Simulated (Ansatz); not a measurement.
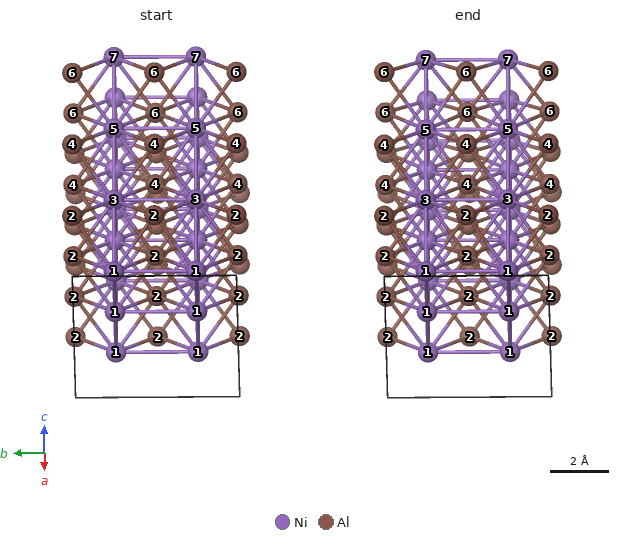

The structure of a slab of composition Al$_{3}$Ni$_{4}$ (cut from the Pm-3m phase) before (left) and after (right) a constrained relaxation, at one scale.

A ball-and-stick model of the 3 × 2 repeat of the cell, outlined in the plane, without the vacuum, seen from a free direction.

Case: clean slab, lower half held. The slab is the (1 0 0) face of AlNi. 3 atoms are held fixed.

Computed with Ansatz 0.2.0, DFT PBEsol, scalar-relativistic, plane waves, PAW. (plane-wave cutoff 420 eV; k-point mesh 10 × 10 × 1; occupations gaussian; smearing width 0.1 eV; no spin polarisation; dipole correction; atoms relaxed in a fixed cell; force threshold 0.03 eV/Å; at most 70 steps)

Question: Summarise the run.

Answer: After 3 geometry steps the energy has fallen by 69.1 meV per cell of the calculation. The largest force component goes from 0.98 to 0.0081 eV/Å. Ni7 moves most: 0.12 Å along the normal (−c). By element the largest moves are Ni 0.12 Å, Al 0.04 Å. The cell stays as it was. Among the contacts that change: Al6–Ni7 2.479 → 2.394 Å, Ni5–Ni7 2.862 → 2.790 Å, Ni5–Al6 2.479 → 2.526 Å, Ni3–Ni5 2.862 → 2.818 Å.

Limits of the set-up: an element that often carries a moment was run without spin polarisation.
